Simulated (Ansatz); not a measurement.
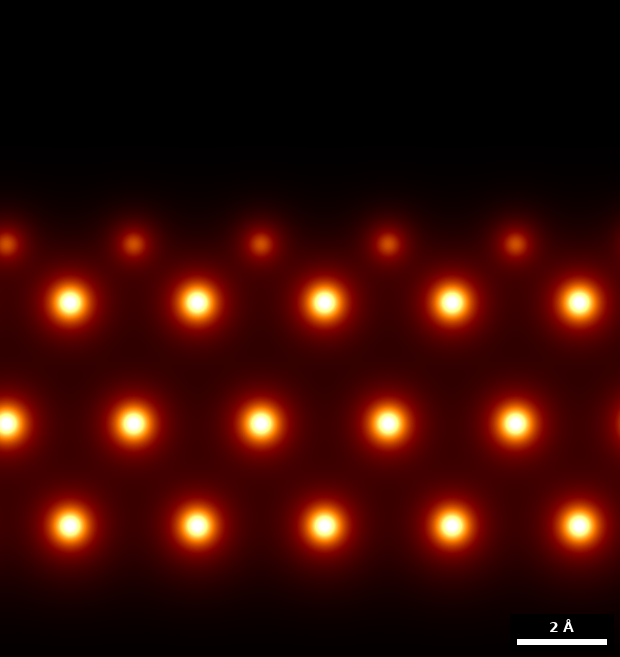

Cross-section of a (110) slab of Zr (Im-3m) with overall composition Zr3C, seen along a direction in its plane, the normal pointing up. Computed as the sum of neutral-atom potentials (tabulated electron scattering factors, B = 0.3 Å²) projected along the beam and smoothed by 0.25 Å; brighter is more positive. The display is stretched by a gamma of 0.7; percentages refer to the linear signal. Structure used: the end point of a relaxation in a fixed cell under constraints with Ansatz 0.2.0, DFT PBEsol, scalar-relativistic, plane waves, PAW.

How many atomic planes does the slab have, and what do they hold from top to bottom?

4 planes (atoms within 0.35 Å in height count as one plane):

```
plane  content  depth below the top plane (Å)
    1        C                            0.0
    2       Zr                            1.3
    3       Zr                            4.1
    4       Zr                            6.4
```

How thick is it, and how does it end on either side?

The outermost planes are 6.4 Å apart. The upper face ends in C and the lower in Zr, so the sequence of planes is different from the two sides.
